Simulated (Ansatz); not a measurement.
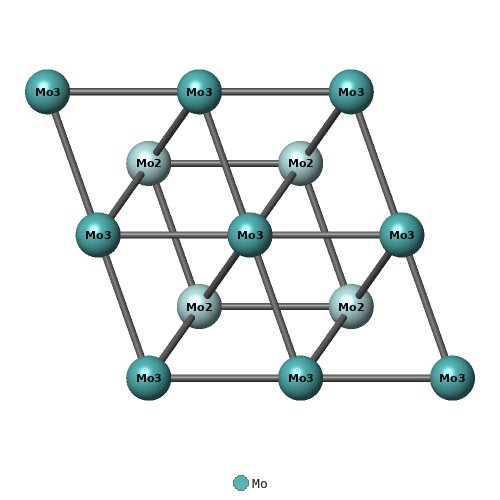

The system is S on a Mo(110) slab cut from the Im-3m phase, its upper half relaxed before the scan (3 atoms of substrate and one adsorbate in a 1 × 1 cell); the picture shows it without the atoms that are moved over the map. 
- S is moved over the surface cell; relaxed at each place: the height of the adsorbate's atoms; substrate rigid; the origin of the map has the adsorbate above Mo3.
- Places are given modulo a cell vector. The map is drawn in real space over the plane of the surface.
- The grid has 6 × 6 points; 13 points were computed and 23 follow by symmetry.
- All energies are given in eV relative to the lowest grid point.
- With one adsorbate in each 1 × 1 cell, its nearest image is 2.7 Å away, so neighbouring adsorbates interact.
- All numbers below come from Ansatz, DFT PBE, scalar-relativistic, plane waves, PAW. Settings: cutoff 420 eV, k-mesh 10×10×1, gaussian smearing 0.1 eV, no spin polarisation.

Range: position of S4 along the first surface vector from 0.000 to 0.833; position of S4 along the second surface vector from 0.000 to 0.833.

Predict the map.

The lowest grid point is at (2/6, 4/6) of the cell vectors [nearest 1 Mo at 2.27 Å]; the map holds 2 wells of about this depth. The bottom of the well lies between grid points, at about (0.35, 0.65) of the cell vectors, about 0.039 eV lower on the interpolated surface. The highest grid point, (1/6, 1/6) of the cell vectors [nearest 1 Mo at 2.38 Å], lies 1.01 eV above the lowest. On the interpolated surface the easiest way out of the lowest well to a well of about the same depth near (4/6, 2/6) of the cell vectors [nearest 1 Mo at 2.27 Å] passes a barrier of about 0.43 eV, counted from the interpolated bottom of the well. At the lowest point the adsorbate has 1 Mo at 2.27 Å as nearest neighbours, at the highest 1 Mo at 2.38 Å. Its relaxed height above the top atom is 1.71 Å at the lowest and 2.32 Å at the highest point.

```tsv
second ↓, first →	0/6	1/6	2/6	3/6	4/6	5/6
5/6	0.92	0.80	0.55	0.39	0.89	1.01
4/6	0.74	0.55	0.00	0.46	0.93	0.89
3/6	0.39	0.39	0.46	0.66	0.46	0.39
2/6	0.74	0.89	0.93	0.46	0.00	0.55
1/6	0.92	1.01	0.89	0.39	0.55	0.80
0/6	0.96	0.92	0.74	0.39	0.74	0.92
```

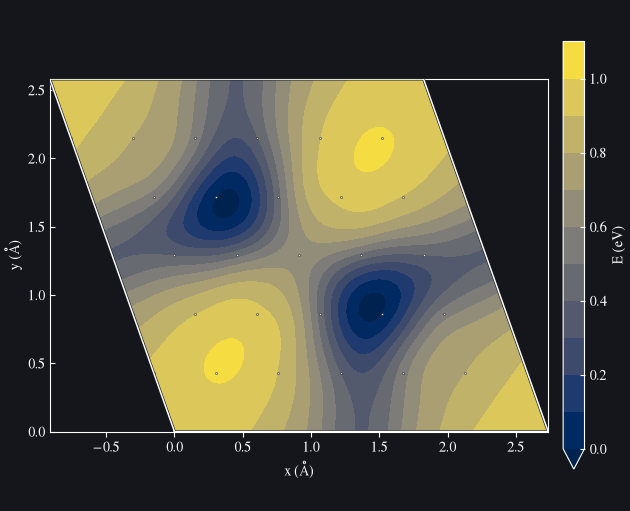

The picture shows filled contours, dots at the grid points, the outline of one cell of the plane. Between grid points the surface is interpolated.

The whole map (13 points run) took 12 min on 1 thread of Intel(R) Xeon(R) Platinum 8259CL CPU @ 2.50GHz (Skylake/Cascade Lake) (shared host).

PAW datasets: the set soft_1.
